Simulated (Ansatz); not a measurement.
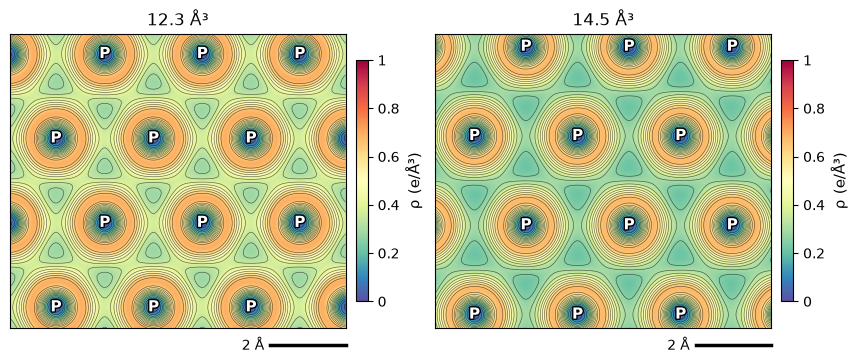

P. The valence electron density of cells scaled evenly to different volumes (given per atom above each panel), on the (010) plane of each (indices in the axes of the cell below), at one length scale and on one colour scale.

A generated structure, not necessarily the stable one; computed without spin polarisation.

Method: Ansatz 0.2.0, DFT, PBEsol, plane waves (420 eV) with PAW, scalar-relativistic.

Core electrons are frozen (PAW), and the valence fields are smoothed inside the atomic spheres.

The largest cell:

```cif
data_structure
_symmetry_space_group_name_H-M 'P 1'
_symmetry_Int_Tables_number 1
_cell_length_a 2.7372
_cell_length_b 2.7372
_cell_length_c 2.7372
_cell_angle_alpha 60.000
_cell_angle_beta 60.000
_cell_angle_gamma 60.000
_cell_volume 14.50
loop_
_atom_site_label
_atom_site_type_symbol
_atom_site_fract_x
_atom_site_fract_y
_atom_site_fract_z
_atom_site_occupancy
P1 P 0.00000 0.00000 0.00000 1
```

| volume (Å³/atom) | P–P contact in the plane (Å) | ρ at its midpoint (e/Å³) | pressure (GPa) | 
| --- | --- | --- | --- |
| 12.27 | 2.589 | 0.371 | 17.7 | 
| 13.94 | 2.702 | ? | ? | 
| 14.50 | 2.737 | 0.289 | −3.2 | 

> What values belong in the row with question marks?

Over the known rows ln ρ falls by 1.69 per Å of P–P distance (the line through the two), which gives 0.307 e/Å³ at 2.702 Å; the calculation gives 0.307 e/Å³. For the pressure, a straight line in volume between the neighbouring rows gives 2.0 GPa; the calculation gives 0.7, lower because pressure rises ever faster on compression.
